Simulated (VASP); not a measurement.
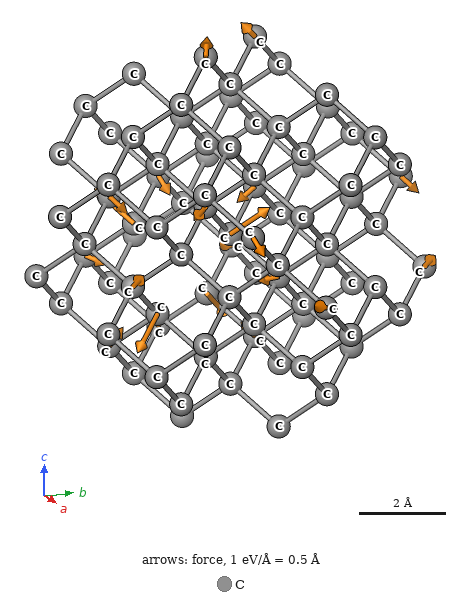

Starting geometry of a defect cell of composition C with the computed forces as orange arrows. The picture is a ball-and-stick view of the atoms within 5.0 Å of the atom that moves most (axes of the cell of the calculation), seen slightly off an axis.

The run lets the atoms move in a fixed cell.

Theory: Kohn-Sham DFT of a periodic cell, PBE, VASP PAW PBE potentials, recommended (VASP).

The input:
```
PREC = Accurate ; ENCUT = 450
EDIFF = 1E-6 ; ISMEAR = -1
SIGMA = 0.05 ; LREAL = F
LASPH = T ; NELM = 80
ALGO = Normal ; ISIF = 2
LWAVE = F ; LCHARG = F
ISPIN = 2 ; MAGMOM = 0.5 0.5 0.5 0.5 0.5 0.5 0.5 0.5 0.5 0.5 0.5 0.5 0.5 0.5 0.5 0.5 0.5 0.5 0.5 0.5 0.5 0.5 0.5 0.5 0.5 0.5 0.5 0.5 0.5 0.5 0.5 0.5 0.5 0.5 0.5 0.5 0.5 0.5 0.5 0.5 0.5 0.5 0.5 0.5 0.5 0.5 0.5 0.5 0.5 0.5 0.5 0.5 0.5 0.5 0.5 0.5 0.5 0.5 0.5 0.5 0.5 0.5 0.5
LORBIT = 11 ; NUPDOWN = 2
GGA = PE ; IBRION = 2
NSW = 40 ; EDIFFG = -0.02
```

Command:
```bash
cat potpaw_PBE.64/C/POTCAR > POTCAR
mpirun -np 1 vasp_std > vasp.out
```

Is this structure relaxed? If not, where do the atoms go?

It isn't relaxed: the largest force vector, on C atoms, is 2.57 eV/Å. The atoms end up moving mostly along the starting forces (cosine between the two patterns 0.87). The largest moves, 0.11 Å, are those of C atoms. The cell doesn't change. Near-neighbour distances that change, for instance: C–C 1.547 → 1.500 Å, C–C 1.547 → 1.565 Å, C–C 1.547 → 1.542 Å. Bond angles that change, for instance: C–C–C 109.5° → 113.4°, C–C–C 109.5° → 105.6°, C–C–C 109.5° → 111.9°. Over 9 geometry steps the energy falls by 0.691 eV per cell of the calculation. Largest force component: 1.5 eV/Å at the start, 0.012 eV/Å at the end. It ran on 1 thread of Intel(R) Xeon(R) 6975P-C (Granite Rapids), on a shared host.

Limits of the set-up: the periodic images lie only 7.1 Å apart, so the values are limited by the cell's size.
